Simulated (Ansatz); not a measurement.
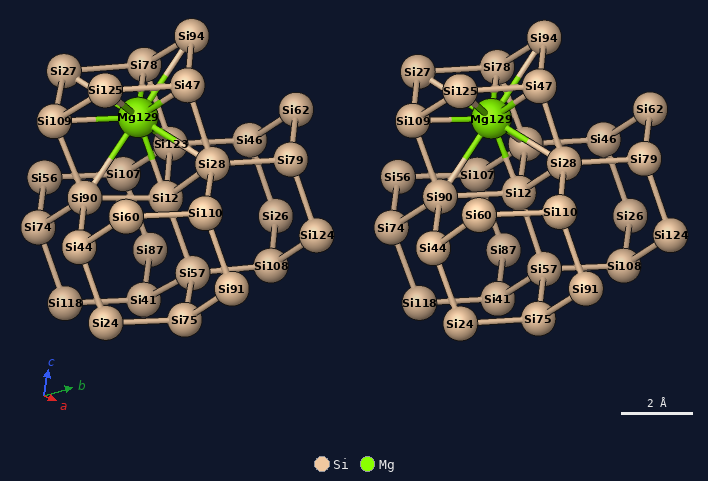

Two geometries of a defect cell of composition Si$_{128}$Mg, drawn at one scale. One is the start of a relaxation, the other its converged end. Style: ball-and-stick. Shown: the atoms within 5.0 Å of the atom that moves most (axes of the cell of the calculation (origin shifted)), slightly off an axis.

Method: Ansatz 0.2.0, DFT, PBEsol, PAW, plane waves. Set-up: plane-wave cutoff 420 eV; k-point mesh 1 × 1 × 1; mesh shifted by (0.25, 0.25, 0.25); collinear spin; atoms relaxed in a fixed cell; force threshold 0.03 eV/Å; at most 80 steps.

**Which geometry has the lower energy?**

The left one is the relaxed one. The atoms of the start lie slightly off their symmetric places, so part of the fall in energy undoes that. The largest moves, 0.15 Å, are those of Si12 and Si63. Si12 goes roughly along [2 0 −3]. By element the largest moves are Si 0.15 Å, Mg 0.04 Å. The lattice vectors keep their values. Near-neighbour distances that change, for instance: Si12–Mg129 2.319 → 2.495 Å, Si109–Mg129 2.342 → 2.497 Å, Si78–Mg129 2.393 → 2.496 Å, Si90–Mg129 2.651 → 2.746 Å. Among the angles between lasting bonds that change: Si12–Si123–Si78 108.7° → 114.6°, Si12–Si90–Si109 110.2° → 114.7°, Si12–Si90–Si74 112.0° → 107.9°. After 4 geometry steps the energy has fallen by 1.555 eV per cell of the calculation. The largest force component goes from 1.3 to 0.022 eV/Å. The program noted that the starting moments weren't kept.
